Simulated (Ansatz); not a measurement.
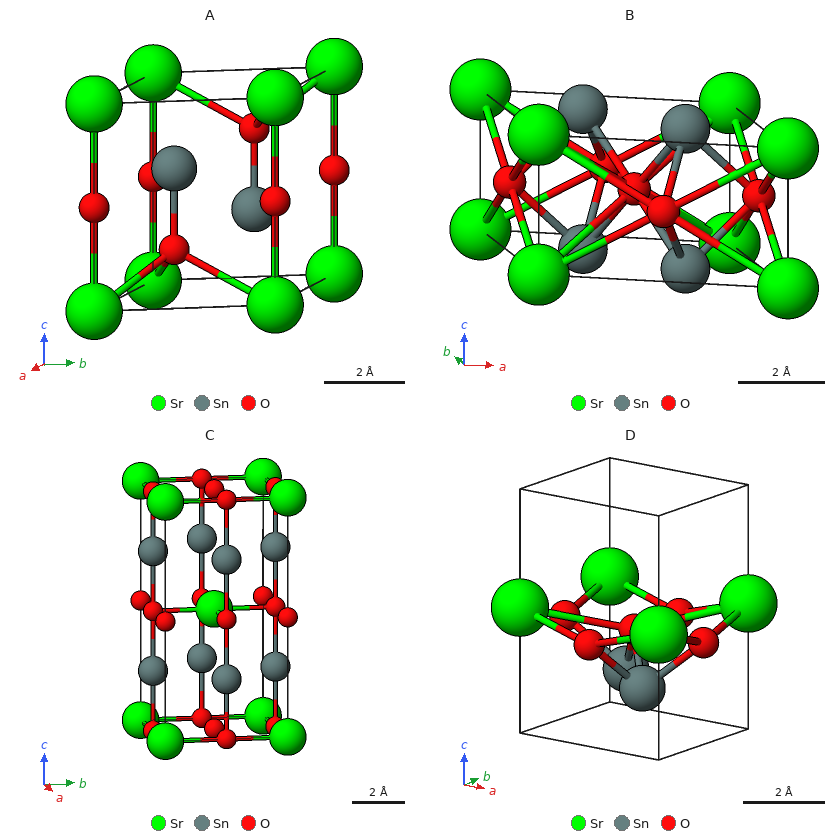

Four structures of SrSn2O3, each relaxed to rest (conventional cells in solid outline, small ones repeated, each panel with its own scale). Method: DFT PBE, scalar-relativistic, plane waves, PAW (Ansatz), without spin polarisation.

### What are the structures shown?

A: 6 atoms a cell on a primitive hexagonal lattice, P-3m1; B: CeCo₃B₂ type, P6/mmm; C: 12 atoms a cell on a body-centred tetragonal lattice, I4/mmm; D: 6 atoms a cell on a primitive hexagonal lattice, P6mm.

### Which of these is lowest in energy, and how far above it do the others lie?

D, then A (+293 meV/atom), B (+612 meV/atom) and C (+1002 meV/atom), energies at zero smearing.

### Collect the results in a table.

| panel | structure | E − E(lowest) (meV/atom) | volume (Å³/atom) | gap (eV) |
| --- | --- | --- | --- | --- |
| D | P6mm | 0 | 29.1 | 1.30 |
| A | P-3m1 | 293 | 16.8 | 1.30 |
| B | P6/mmm | 612 | 17.9 | metal |
| C | I4/mmm | 1002 | 18.2 | metal |

Some of these may be structure types tried for this composition rather than known phases, and the most stable form need not be among them. Gaps are taken on the k-mesh or band path of each run.
